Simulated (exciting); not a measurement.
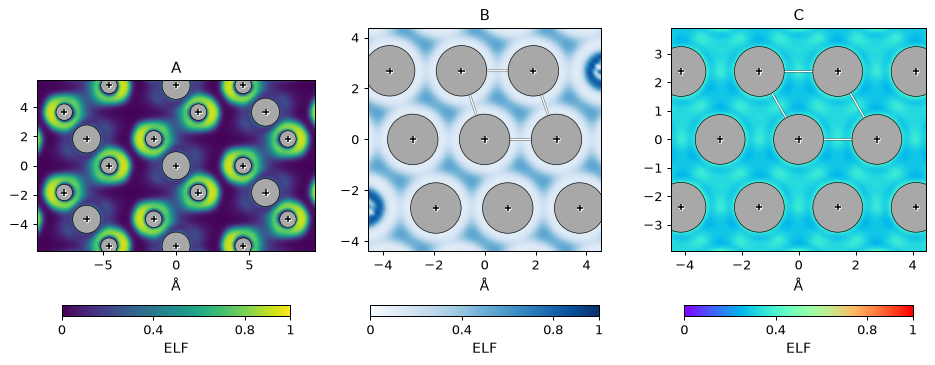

The ELF of 3 systems, each on a plane through atoms (crosses mark nuclei in the plane; grey discs cover the cores).

The calculation used Kohn-Sham DFT of a periodic cell, PBEsol, all-electron LAPW+lo, shipped species files (exciting sodium).

System 1: Ir, the (001) plane of the conventional cell. Space group P6₃/mmc; a structure from a database of computed crystals, not necessarily the ambient phase.

```
CELL_PARAMETERS angstrom
2.75138 0.00000 0.00000
-1.37569 2.38276 0.00000
0.00000 0.00000 4.46229
ATOMIC_POSITIONS crystal
Ir 0.33333 0.66667 0.25000
Ir 0.66667 0.33333 0.75000
```

System 2: MoS2, the (110) plane of the conventional cell. Space group R-3m; not relaxed (largest force 0.8 eV/Å).

System 3: Ti, the (100) plane of the conventional cell. Space group P-1.

```xyz
1
Lattice="1.6198 1.6008 1.6144 -1.6045 -1.6445 1.6428 1.6651 -1.6614 -1.5991" Properties=species:S:1:pos:R:3 pbc="T T T"
Ti    0.0000    0.0000    0.0000
```

Question: Which map belongs to which system?

Answer: Panel A is system 2, MoS2: the plane holds Mo and S. Mo–S (2.39 Å): the ELF peaks at about 0.80 in the valence shell of S, 0.8 Å from its nucleus, and is about 0.40 at the midpoint. Panel B is system 3, Ti: the plane holds Ti. Ti–Ti (2.84 Å): the ELF is about 0.20 at the midpoint (no localised pair shows between them). Panel C is system 1, Ir: the plane holds Ir. Ir–Ir (2.75 Å): the ELF is about 0.35 at the midpoint.
